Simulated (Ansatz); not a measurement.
Consider Ga₁₅P₁₆ (cell with a defect).

Input file:

```
crystal:
  lattice:
    - [-5.5051169764, 5.5051169764, -5.5051169764]
    - [5.5051169764, -5.5051169764, -5.5051169764]
    - [-5.5051169764, -5.5051169764, 5.5051169764]
  atoms:
    - { symbol: Ga, position: [0.7592259724, 0.25, 0.9995113967] }
    - { symbol: Ga, position: [0.5, 0.25, 0.25] }
    - { symbol: Ga, position: [0.2495113967, 0.0092259724, 0.75] }
    - { symbol: Ga, position: [0.2495113967, 0.25, 0.5092259724] }
    - { symbol: Ga, position: [1.0, 1.0092259724, 0.9995113967] }
    - { symbol: Ga, position: [0.7504886033, 0.0004886033, 0.2597145757] }
    - { symbol: Ga, position: [0.5, 0.75, 0.75] }
    - { symbol: Ga, position: [0.5097145757, 0.0004886033, 0.5004886033] }
    - { symbol: Ga, position: [0.2407740276, 0.7402854243, 0.9907740276] }
    - { symbol: Ga, position: [0.0, 0.75, 0.25] }
    - { symbol: Ga, position: [0.7592259724, 0.4995113967, 0.75] }
    - { symbol: Ga, position: [0.7504886033, 0.7597145757, 0.5004886033] }
    - { symbol: Ga, position: [0.4902854243, 0.4907740276, 0.9907740276] }
    - { symbol: Ga, position: [0.2407740276, 0.4907740276, 0.2402854243] }
    - { symbol: Ga, position: [0.0, 0.4995113967, 0.5092259724] }
    - { symbol: P, position: [0.0, 0.4752923106, 0.75], spin: 0.75 }
    - { symbol: P, position: [0.7484475297, 0.4979099389, -0.0020900611] }
    - { symbol: P, position: [0.4994624092, 0.5015524703, 0.2494624092] }
    - { symbol: P, position: [0.2252923106, 0.25, 0.75], spin: 0.75 }
    - { symbol: P, position: [0.2479099389, 0.4979099389, 0.4984475297] }
    - { symbol: P, position: [0.0, 0.25, -0.0247076894], spin: 0.75 }
    - { symbol: P, position: [0.7520900611, 0.25, 0.2505375908] }
    - { symbol: P, position: [0.5005375908, 0.0020900611, 0.75] }
    - { symbol: P, position: [0.5005375908, 0.25, 0.5020900611] }
    - { symbol: P, position: [0.2479099389, -0.0015524703, -0.0020900611] }
    - { symbol: P, position: [0.0, 0.0020900611, 0.2505375908] }
    - { symbol: P, position: [0.7520900611, 0.7505375908, 0.75] }
    - { symbol: P, position: [0.7747076894, 0.0247076894, 0.5247076894], spin: 0.75 }
    - { symbol: P, position: [0.4994624092, 0.7494624092, 0.0015524703] }
    - { symbol: P, position: [0.2515524703, 0.7494624092, 0.2494624092] }
    - { symbol: P, position: [0.0, 0.7505375908, 0.5020900611] }
  host:
    lattice:
      - [0.0, 2.7525584882, 2.7525584882]
      - [2.7525584882, 0.0, 2.7525584882]
      - [2.7525584882, 2.7525584882, 0.0]
    atoms:
      - { symbol: Ga, position: [0.0, 0.0, 0.0] }
      - { symbol: P, position: [0.25, 0.25, 0.25] }
basis:
  ecutwfc: 420
  xc_grid: 2
kpoints:
  mp_grid: { grid: [2, 2, 2], shift: [0.0, 0.0, 0.0] }
hamiltonian:
  xc: pbe
scf:
  occupations: { method: gaussian, width: 0.01 }
output:
  forces: true
  stress: false
  eigenvalues: true
  populations: true
  charged_corrections:
    defect_position: [0.0, 0.25, 0.75]
    epsilon: [[12.8535, 0.0, 0.0], [0.0, 12.8535, 0.0], [0.0, 0.0, 12.8535]]
  write_density: true
  write_potential: true
  elf: true
  volumetric_format: npy
magnetization:
  spin_polarized: true
relax:
  adjacent_minimum: "off"
  f_tol: 0.025
  max_steps: 45
```

Command:

```sh
ansatz run input.yaml --threads 4 --pin off --max-ram 8192MiB --backend cpu --events-out ev --progress --plain --runs-dir out
```

The fields are those of the relaxed geometry.

Spin-polarised.

The calculation used Ansatz, DFT PBE, scalar-relativistic, plane waves, PAW.

### Predict the valence pseudo-density and electron localisation function between the atoms.

Ga–P (2.40 Å): ρ at the midpoint is about 0.49 e/Å³; the ELF peaks at about 0.90 in the valence shell of P, 0.8 Å from its nucleus, and is about 0.75 at the midpoint.

### Metal or insulator at this level of theory?

It is metallic or semimetallic at this level of theory: no gap opens.

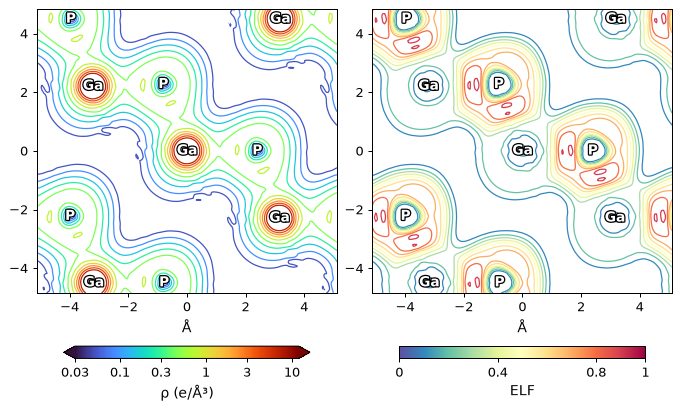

Computed valence pseudo-density and electron localisation function on the (100) plane of the calculation cell, in this order. 
